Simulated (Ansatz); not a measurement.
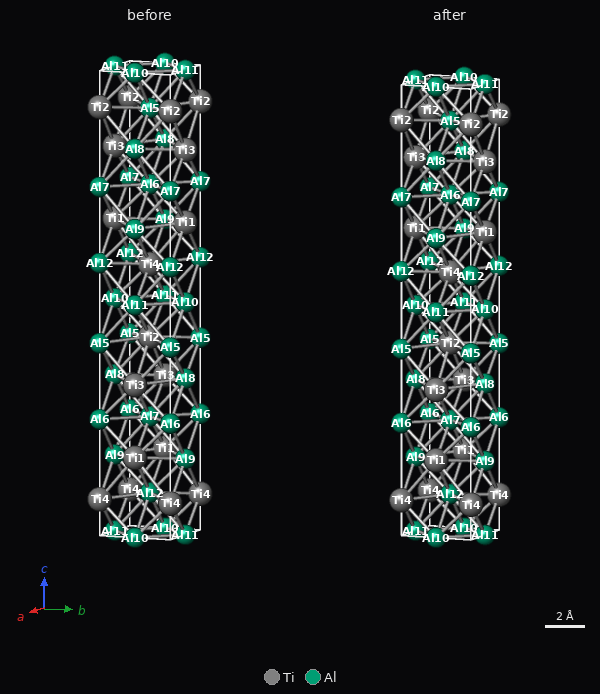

Left: a crystal of TiAl2 (set up in I4_1/amd). Right: the same structure after one change, at the same scale. The picture is a ball-and-stick view of the conventional cell (2 times the calculation's cell), seen slightly off an axis. Lengths and directions refer to the drawn axes.

Level of theory: DFT r2SCAN, scalar-relativistic, plane waves, PAW (Ansatz). Set-up: plane-wave cutoff 500 eV; k-point mesh 12 × 12 × 12; occupations gaussian; smearing width 0.1 eV; no spin polarisation.

**What distinguishes the right structure from the left one?**

Biaxial strain in the a–b plane, −3.0 %, is applied. The c axis and the atoms are relaxed.

**What does the change do?**

The drawn cell changes as follows: a = b 3.950 → 3.919 Å (−0.8 %), c 24.153 → 23.429 Å (−3.0 %), γ 90.0° → 87.5°; the volume changes by −4.6 %. The largest moves relative to the cell, 0.008 Å, are those of Al5, Al8, Al9 and Al12. Al5 goes along +c. By element the largest moves are Al 0.008 Å, Ti 0.006 Å. Near-neighbour distances before and after: Al–Ti 2.800 → 2.715 to 2.837 Å, Al–Al 2.793 → 2.709 to 2.831 Å, Ti–Ti 3.008 → 2.938 Å, Al–Al 2.872 → 2.807 to 2.813 Å. The space group (tolerance 0.01 Å) goes from I4_1/amd (No. 141) to Fddd (No. 70). It costs 26.9 meV per atom. Pressure: 0.0 GPa before, 6.4 GPa after. The principal stresses (compression positive) are 10.5 GPa along [1 −1 0], 8.7 GPa along c, none along the third axis. Both are metals.
